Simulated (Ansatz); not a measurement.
## Zr: geometry relaxation (part 1 of 2)

The run: geometry relaxation of Zr (P6₃/mmc, 2 atoms in the cell). Method and program: DFT PBEsol, scalar-relativistic, plane waves, PAW, no spin polarisation (Ansatz 0.2.0).

The structure derives from an entry of the Crystallography Open Database. Figures and captions count atoms from 1; the log counts them from 0 in places.

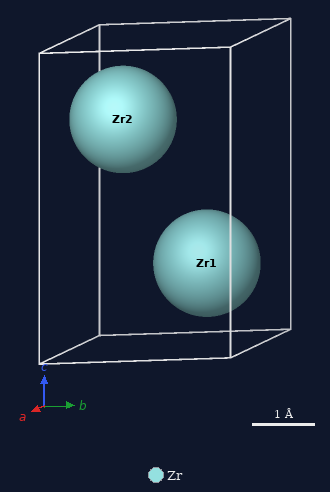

Fig. 1: The starting structure (spheres-only view of the cell of the calculation, seen slightly off an axis; atoms are numbered from 1 in the order of the input).

### Results in brief

| quantity | value |
| --- | --- |
| outcome | converged |
| space group (tolerance 0.01 Å) | P6₃/mmc (194) |
| electrons treated | 24 |
| free energy | −8257.3499 eV |
| Fermi energy | 14.376 eV |
| gap on the k-point mesh | none (metallic) |
| pressure | 0.00 GPa |
| final volume | 44.99 Å³ |
| largest force (length of the vector) at the end | under 0.001 eV/Å |
| final cell | a = 3.180 Å, b = 3.180 Å, c = 5.137 Å, α = 90.00°, β = 90.00°, γ = 120.00° |
| hardware | 1 thread of Arm Neoverse V1, 24 GiB of memory available, shared host |
| wall time | 28 s |
| peak memory | 0.38 GiB |

### Remarks

Results for this metal are sensitive to the k-point mesh.

### Input
```yaml
crystal:
  lattice:
    - [3.1834312004, 0.0, 0.0]
    - [-1.5917156002, 2.7569322907, 0.0]
    - [0.0, 0.0, 5.1176264924]
  atoms:
    - { symbol: Zr, position: [0.3333333333, 0.6666666667, 0.25] }
    - { symbol: Zr, position: [0.6666666667, 0.3333333333, 0.75] }
basis:
  ecutwfc: 420
kpoints:
  mp_grid: { grid: [15, 15, 8] }
hamiltonian:
  xc: pbesol
scf:
  occupations: { method: fermi_dirac, width: 0.15 }
output:
  forces: true
  stress: true
  eigenvalues: true
relax:
  adjacent_minimum: "off"
  f_tol: 0.001
  max_steps: 60
  cell: { stress_tol: 0.01 }
```

Run as:
```bash
ansatz run input.yaml --threads 1 --pin off --max-ram 2560MiB --backend cpu --events-out ev --progress --plain --runs-dir out
```

### The program's output
```
band count auto-derived: 17 (N_el = 24.0; filled up to band 12; 16 by the electrons, moments and atoms)
Engine: ansatz 0.2.0, aarch64-unknown-linux-gnu
Pseudopotentials: kind: paw
Pseudopotential: Zr, paw, valence charge 12, recommended cutoff 420 eV (normal), Zr.paw.azcp
Functional definition: PBEsol
  exchange = pbesol_x
  correlation = pbesol_c
Crystal: 2 atoms, lattice volume = 44.915 Å³
Basis set: ecut = 420 eV, 881 PW (Γ), exchange–correlation on 48×48×72 points (8 copies of the dense FFT grid, shifted against one another)
Bands: 17, of which v1, the nominal top of the filled ones, is band 12 counted from 1 (11 counted from 0)
Symmetry: 24 space group operations
Space group: P63/mmc (ITA 194), of the structure as read, at distance tolerance 3.6e-5 Å
k-points: 135 of 1800
Non-local potential: Zr, projectors of the file, l = 0: 3, l = 1: 2, l = 2: 2, l = 3: 2
PAW form: soft (Blöchl's): semilocal exchange-correlation on the pseudo side does not see the compensation charge
PAW frozen core: Zr, regenerated for the run's functional, and the local potential with it (the file was generated under x = pbe(κ = 0.804, μ = 0.2195149727645171), c = pbe(β = 0.06672455060314922))
PAW one-centre angular grid: Zr, 590 points (default); XC on 64 Gauss nodes
Initial density: superposition of atomic densities (neutral atoms: chi_scale 0, normalization atom), corrected by the library's trained network
Initial wavefunctions: pseudopotential atomic-orbital guess
Functional: x = pbesol(κ = 0.804, μ = 0.12345679012345678), c = pbesol(β = 0.046)
SCF iter   1: F=—  HF=-8257.350422 eV  |F-HF|=—  |Δ(HF+E_count)|=         —  Δρ=3.03e-3  dr2=1.50e-3  ethr=1.77e-3  ⟨swp⟩=4.9  Hψ=9534  notcnv=0
preconditioner: auto → Kerker (q_TF=auto, 2.458 Å⁻¹)  [metal: Δε(μ)=0.044 eV  Ē_g=3.770 eV  σ=0.150 eV  W_gap=0.07  n_scr=10 (ndim 8)  ℏωp=15.7 eV  f_vac=0.000  D(μ)=2.11/eV (n_scr^D=22)]
SCF iter   2: F=—  HF=-8257.349549 eV  |F-HF|=—  |Δ(HF+E_count)|=   8.74e-4  Δρ=1.79e-3  dr2=5.13e-4  ethr=6.24e-6  ⟨swp⟩=2.6  Hψ=4944  notcnv=0
SCF iter   3: F=—  HF=-8257.349691 eV  |F-HF|=—  |Δ(HF+E_count)|=   1.42e-4  Δρ=1.94e-4  dr2=1.40e-5  ethr=2.14e-6  ⟨swp⟩=2.1  Hψ=2778  notcnv=0
SCF iter   4: F=—  HF=-8257.349683 eV  |F-HF|=—  |Δ(HF+E_count)|=   8.70e-6  Δρ=9.57e-5  dr2=2.50e-6  ethr=5.84e-8  ⟨swp⟩=2.5  Hψ=3946  notcnv=0
iter 5 did not close the SCF: its close was put off for the readings that it lacked (scf_convergence_deferred on its scf_iter line)
SCF iter   5: F=-8257.349682 eV  HF=-8257.349682 eV  |F-HF|=3.81e-8  |Δ(HF+E_count)|=   6.36e-7  Δρ=1.68e-5  dr2=7.28e-8  ethr=1.04e-8  ⟨swp⟩=2.0  Hψ=3768  notcnv=0
SCF iter   6: F=-8257.349682 eV  HF=-8257.349682 eV  |F-HF|=3.47e-9  |Δ(HF+E_count)|=   2.35e-8  Δρ=4.84e-6  dr2=5.67e-9  ethr=3.03e-10  ⟨swp⟩=2.0  Hψ=8307  notcnv=0
SCF 1 converged in 6 iterations: F = -8257.349682 eV  dr2 = 5.67e-9
  greatest PAW one-centre occupation: 0.997 electrons in one spin orbital (limit 2), on the Zr atom at site 1 (counted from 0), in its partial waves of l = 0
relax step   1: F+E_penalty+E_count = -8257.34968196 eV  Δ(F+E_penalty+E_count) = +0.000e0 eV  max|allowed force component| = 1.388e-16 eV/Å  Δτ_max = 0.0000 Å  P = +0.202 GPa  Ω = 44.915 Å³  (6 SCF iters, dr2 threshold 1.00e-7 eV, accepted)
Crystal: 2 atoms, lattice volume = 45.116 Å³
Initial density: handed on by an earlier stage of this run
Initial wavefunctions: those handed on with the density
iter 1 solved again at ethr=5.09e-8 eV; its pass at ethr=3.10e-3 eV (dr2=1.22e-5 eV) is discarded
SCF iter   1: F=—  HF=-8257.349820 eV  |F-HF|=—  |Δ(HF+E_count)|=         —  Δρ=2.27e-4  dr2=2.05e-5  ethr=5.09e-8  ⟨swp⟩=3.2  Hψ=14566  notcnv=0
preconditioner: auto → Kerker (q_TF=auto, 2.456 Å⁻¹)  [metal: Δε(μ)=0.050 eV  Ē_g=3.750 eV  σ=0.150 eV  W_gap=0.08  n_scr=10 (ndim 8)  ℏωp=15.6 eV  f_vac=0.000  D(μ)=2.13/eV (n_scr^D=22)]
SCF iter   2: F=—  HF=-8257.349813 eV  |F-HF|=—  |Δ(HF+E_count)|=   7.39e-6  Δρ=1.34e-4  dr2=7.82e-6  ethr=5.09e-8  ⟨swp⟩=1.0  Hψ=2313  notcnv=0
iter 3 did not close the SCF: its close was put off for the readings that it lacked (scf_convergence_deferred on its scf_iter line)
SCF iter   3: F=-8257.349811 eV  HF=-8257.349811 eV  |F-HF|=1.44e-8  |Δ(HF+E_count)|=   2.13e-6  Δρ=1.41e-5  dr2=7.28e-8  ethr=3.26e-8  ⟨swp⟩=2.2  Hψ=2929  notcnv=0
iter 4 did not close the SCF: its close was put off for the readings that it lacked (scf_convergence_deferred on its scf_iter line)
SCF iter   4: F=-8257.349811 eV  HF=-8257.349811 eV  |F-HF|=4.95e-10  |Δ(HF+E_count)|=   1.75e-8  Δρ=2.90e-6  dr2=1.51e-9  ethr=3.04e-10  ⟨swp⟩=2.6  Hψ=3887  notcnv=0
iter 5 did not close the SCF: its close was put off for the readings that it lacked (scf_convergence_deferred on its scf_iter line)
SCF iter   5: F=-8257.349811 eV  HF=-8257.349811 eV  |F-HF|=7.28e-12  |Δ(HF+E_count)|=  5.22e-10  Δρ=3.08e-7  dr2=3.01e-11  ethr=6.29e-12  ⟨swp⟩=1.2  Hψ=2419  notcnv=0
SCF iter   6: F=-8257.349811 eV  HF=-8257.349811 eV  |F-HF|=3.64e-12  |Δ(HF+E_count)|=  1.09e-11  Δρ=7.24e-8  dr2=1.72e-12  ethr=1.00e-12  ⟨swp⟩=1.0  Hψ=5142  notcnv=0
the search or the solves at the SCF's close seem to have found levels that the self-consistency loop had missed (the run counts 1). By its estimate they hold under 1e-12 electrons; where the run keeps them, the occupations were computed again with them
SCF 2 converged in 6 iterations: F = -8257.349811 eV  dr2 = 1.72e-12
relax step   2: F+E_penalty+E_count = -8257.34981079 eV  Δ(F+E_penalty+E_count) = -1.288e-4 eV  max|allowed force component| = 9.830e-17 eV/Å  Δτ_max = 0.0000 Å  P = -0.266 GPa  Ω = 45.116 Å³  energy of the carried Pulay correction = -1.990e-5 eV  (6 SCF iters, dr2 threshold 2.00e-7 eV, accepted)
Crystal: 2 atoms, lattice volume = 45.007 Å³
iter 1 solved again at ethr=2.51e-9 eV; its pass at ethr=3.10e-3 eV (dr2=6.03e-7 eV) is discarded
SCF iter   1: F=—  HF=-8257.349925 eV  |F-HF|=—  |Δ(HF+E_count)|=         —  Δρ=4.38e-5  dr2=6.01e-7  ethr=2.51e-9  ⟨swp⟩=3.3  Hψ=15433  notcnv=0
preconditioner: auto → Kerker (q_TF=auto, 2.457 Å⁻¹)  [metal: Δε(μ)=0.050 eV  Ē_g=3.758 eV  σ=0.150 eV  W_gap=0.08  n_scr=10 (ndim 8)  ℏωp=15.7 eV  f_vac=0.000  D(μ)=2.13/eV (n_scr^D=22)]
iter 2 did not close the SCF: its close was put off for the readings that it lacked (scf_convergence_deferred on its scf_iter line)
SCF iter   2: F=-8257.349921 eV  HF=-8257.349921 eV  |F-HF|=2.19e-8  |Δ(HF+E_count)|=   4.40e-6  Δρ=2.33e-5  dr2=1.80e-7  ethr=2.51e-9  ⟨swp⟩=2.0  Hψ=3472  notcnv=0
iter 3 did not close the SCF: its close was put off for the readings that it lacked (scf_convergence_deferred on its scf_iter line)
SCF iter   3: F=-8257.349921 eV  HF=-8257.349921 eV  |F-HF|=1.42e-9  |Δ(HF+E_count)|=   2.24e-8  Δρ=3.04e-6  dr2=4.12e-9  ethr=7.49e-10  ⟨swp⟩=2.5  Hψ=3986  notcnv=0
iter 4 did not close the SCF: its close was put off for the readings that it lacked (scf_convergence_deferred on its scf_iter line)
SCF iter   4: F=-8257.349921 eV  HF=-8257.349921 eV  |F-HF|=3.27e-11  |Δ(HF+E_count)|=  9.11e-10  Δρ=3.97e-7  dr2=9.46e-11  ethr=1.72e-11  ⟨swp⟩=2.3  Hψ=3485  notcnv=0
iter 5 did not close the SCF: its close was put off for the readings that it lacked (scf_convergence_deferred on its scf_iter line)
SCF iter   5: F=-8257.349921 eV  HF=-8257.349921 eV  |F-HF|=0.00e0  |Δ(HF+E_count)|=  2.18e-11  Δρ=6.02e-8  dr2=1.07e-12  ethr=1.00e-12  ⟨swp⟩=1.2  Hψ=2470  notcnv=0
SCF iter   6: F=-8257.349921 eV  HF=-8257.349921 eV  |F-HF|=0.00e0  |Δ(HF+E_count)|=    0.00e0  Δρ=1.51e-8  dr2=9.43e-14  ethr=1.00e-12  ⟨swp⟩=1.0  Hψ=5130  notcnv=0
SCF 3 converged in 6 iterations: F = -8257.349921 eV  dr2 = 9.43e-14
relax step   3: F+E_penalty+E_count = -8257.34992086 eV  Δ(F+E_penalty+E_count) = -1.101e-4 eV  max|allowed force component| = 1.156e-17 eV/Å  Δτ_max = 0.0000 Å  P = -0.028 GPa  Ω = 45.007 Å³  energy of the carried Pulay correction = -9.441e-6 eV  (6 SCF iters, dr2 threshold 1.82e-7 eV, accepted)
Crystal: 2 atoms, lattice volume = 44.993 Å³
iter 1 solved again at ethr=2.40e-10 eV; its pass at ethr=3.10e-3 eV (dr2=5.77e-8 eV) is discarded
SCF iter   1: F=—  HF=-8257.349929 eV  |F-HF|=—  |Δ(HF+E_count)|=         —  Δρ=1.77e-5  dr2=1.07e-7  ethr=2.40e-10  ⟨swp⟩=3.0  Hψ=14370  notcnv=0
preconditioner: auto → Kerker (q_TF=auto, 2.457 Å⁻¹)  [metal: Δε(μ)=0.050 eV  Ē_g=3.759 eV  σ=0.150 eV  W_gap=0.08  n_scr=10 (ndim 8)  ℏωp=15.7 eV  f_vac=0.000  D(μ)=2.13/eV (n_scr^D=22)]
SCF iter   2: F=—  HF=-8257.349925 eV  |F-HF|=—  |Δ(HF+E_count)|=   4.40e-6  Δρ=1.03e-5  dr2=4.05e-8  ethr=2.40e-10  ⟨swp⟩=1.0  Hψ=2295  notcnv=0
iter 3 did not close the SCF: its close was put off for the readings that it lacked (scf_convergence_deferred on its scf_iter line)
SCF iter   3: F=-8257.349925 eV  HF=-8257.349925 eV  |F-HF|=8.19e-11  |Δ(HF+E_count)|=   1.06e-8  Δρ=1.08e-6  dr2=4.47e-10  ethr=1.69e-10  ⟨swp⟩=2.1  Hψ=2740  notcnv=0
iter 4 did not close the SCF: its close was put off for the readings that it lacked (scf_convergence_deferred on its scf_iter line)
SCF iter   4: F=-8257.349925 eV  HF=-8257.349925 eV  |F-HF|=3.64e-12  |Δ(HF+E_count)|=  7.46e-11  Δρ=2.19e-7  dr2=7.02e-12  ethr=1.86e-12  ⟨swp⟩=2.2  Hψ=3924  notcnv=0
iter 5 did not close the SCF: its close was put off for the readings that it lacked (scf_convergence_deferred on its scf_iter line)
SCF iter   5: F=-8257.349925 eV  HF=-8257.349925 eV  |F-HF|=3.64e-12  |Δ(HF+E_count)|=  5.46e-12  Δρ=2.65e-8  dr2=2.02e-13  ethr=1.00e-12  ⟨swp⟩=1.0  Hψ=2295  notcnv=0
iter 6 did not close the SCF: its close was put off for the readings that it lacked (scf_convergence_deferred on its scf_iter line)
SCF iter   6: F=-8257.349925 eV  HF=-8257.349925 eV  |F-HF|=1.82e-12  |Δ(HF+E_count)|=  3.64e-12  Δρ=4.95e-9  dr2=5.95e-15  ethr=1.00e-12  ⟨swp⟩=1.0  Hψ=2295  notcnv=0
SCF iter   7: F=-8257.349925 eV  HF=-8257.349925 eV  |F-HF|=3.64e-12  |Δ(HF+E_count)|=  1.82e-12  Δρ=9.18e-10  dr2=2.37e-16  ethr=1.00e-12  ⟨swp⟩=1.0  Hψ=5133  notcnv=0
SCF 4 converged in 7 iterations: F = -8257.349925 eV  dr2 = 2.37e-16
```
